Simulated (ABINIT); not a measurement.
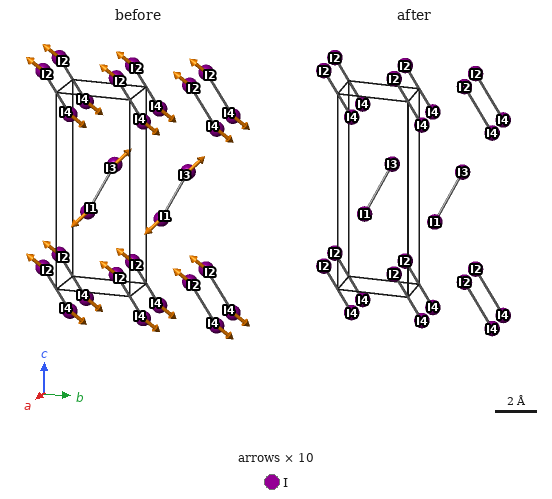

The structure of solid I (set up in Cmce) before (left) and after (right) a relaxation, at one scale. The orange arrows give the displacements (the part carried along by the change of the cell is left out), 10 times their true length.

The picture is a ball-and-stick view of the cell of the calculation, repeated 1 × 2 × 1 with one cell outlined, seen slightly off an axis.

The run lets cell and atoms move.

Theory: Kohn-Sham DFT of a periodic cell, PBEsol, PseudoDojo NC SR PBEsol v0.4.1 standard in ABINIT.

Input
```
# Pseudopotentials
pp_dirpath "./"
pseudos "I.upf"

# Structure
acell 4.353113857 4.353113857 9.79344 Angstrom
rprim
     0.8350424821    -0.5501854715     0.0000000000
     0.8350424821     0.5501854715     0.0000000000
     0.0000000000     0.0000000000     1.0000000000
ntypat 1
znucl 53
natom 4
typat 1 1 1 1
chkprim 0
chksymtnons 0
tolsym 1.0e-6
xred
   0.6493000000   0.3507000000   0.3844000000
   0.1493000000   0.8507000000   0.1156000000
   0.3507000000   0.6493000000   0.6156000000
   0.8507000000   0.1493000000   0.8844000000

# Plane-wave basis
ecut 35.0
ecutsm 0.5

# k points
kptopt 1
ngkpt 5 5 2
nshiftk 1
shiftk 0.0 0.0 0.0

# Exchange and correlation
ixc -116133

# Bands and occupations
nband 18
occopt 3
tsmear 0.00183747

# SCF cycle
nstep 80
tolvrs 1.0e-12

# Output
iomode 3
prteig 0
prtebands 0
prtwf 0
prtden 0

# Relaxation
ionmov 2
optcell 2
ntime 50
tolmxf 2.0e-5
dilatmx 1.08
```

Launched with:
```bash
abinit run.abi > log 2>&1
```

**Summarise the run.**

The run was cut off at its time limit before the relaxation converged, so the last structure is only a point on the way. The largest moves relative to the cell, 0.12 Å, are those of I1, I2, I3 and I4. I3 goes along [−3 3 1]. The drawn cell changes as follows: a = b 4.353 → 4.356 Å (+0.1 %), c 9.793 → 9.736 Å (−0.6 %), γ 66.8° → 59.8°; the volume changes by −6.4 %. Among the contacts that change: I1–I3 2.678 → 2.818 Å. The space group stays Cmce (No. 64). After 20 geometry steps the energy has fallen by 0.205 eV per cell of the calculation. The largest force component goes from 0.74 to 0.009 eV/Å. The pressure goes from 0.18 to −0.01 GPa.

Limits of the set-up: layers or molecules are held without a dispersion correction, so their spacing is unreliable.
